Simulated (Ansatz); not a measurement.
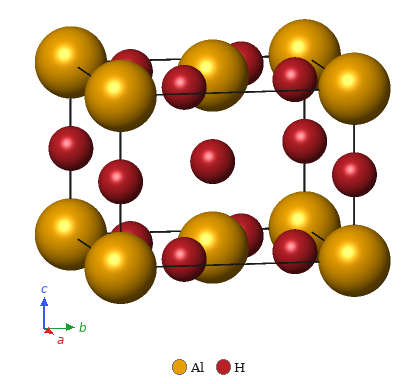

Shown here is a spheres-only view of the crystal, taken slightly off an axis. The edges of the simulation cell are marked.

Input deck:
```yaml
crystal:
  lattice:
    - [4.7174199544, 0.0, 0.0]
    - [0.0, 4.7174199544, 0.0]
    - [0.0, 0.0, 3.4297911917]
  atoms:
    - { symbol: Al, position: [0.5, 0.5, 0.0] }
    - { symbol: Al, position: [0.0, 0.0, 0.0] }
    - { symbol: H, position: [0.8117695608, 0.3117695608, 0.0] }
    - { symbol: H, position: [0.6882304392, 0.8117695608, 0.0] }
    - { symbol: H, position: [0.5, 0.5, 0.5] }
    - { symbol: H, position: [0.1882304392, 0.6882304392, 0.0] }
    - { symbol: H, position: [0.3117695608, 0.1882304392, 0.0] }
    - { symbol: H, position: [0.0, 0.0, 0.5] }
basis:
  ecutwfc: 420
kpoints:
  mp_grid: { grid: [6, 6, 8] }
  band_path:
    path:
      - [[0.0, 0.0, 0.0], [0.0, 0.5, 0.0], [0.5, 0.5, 0.0], [0.0, 0.0, 0.0], [0.0, 0.0, 0.5], [0.0, 0.5, 0.5], [0.5, 0.5, 0.5], [0.0, 0.0, 0.5]]
      - [[0.0, 0.5, 0.0], [0.0, 0.5, 0.5]]
      - [[0.5, 0.5, 0.0], [0.5, 0.5, 0.5]]
    npoints: 14
hamiltonian:
  xc: pbesol
scf:
  occupations: { method: gaussian, width: 0.02 }
  n_extra_bands: 20
output:
  forces: true
  stress: true
  eigenvalues: true
  populations: true
  dos: { projected: true, de: 0.02, nscf_kmesh: { grid: [9, 9, 12] } }
  bader: true
  write_density: true
  write_potential: true
  elf: true
  volumetric_format: npy
```
Run as:
```sh
ansatz run input.yaml --threads 1 --pin off --max-ram 2048MiB --backend cpu --events-out ev --progress --plain --runs-dir out
```

Run with DFT PBEsol, scalar-relativistic, plane waves, PAW in Ansatz and these settings: an energy cutoff of 420 eV, the zone sampled with 6×6×8 points, Gaussian smearing of 0.02 eV, no spin polarisation.

What are the atomic charges by Bader's partition?

Answer. Al +2.27 e; H -0.76 e. The transfer is large, as in an ionic solid.

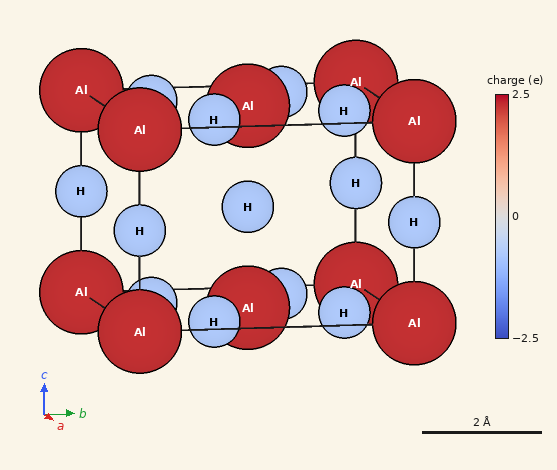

The atoms coloured by those charges.

Its origin is a structure type filled with these elements by a generator (whether the compound takes this form wasn't checked). Earlier steps of the study may have refined or changed the cell and positions. It was run through Ansatz as a DFT input.
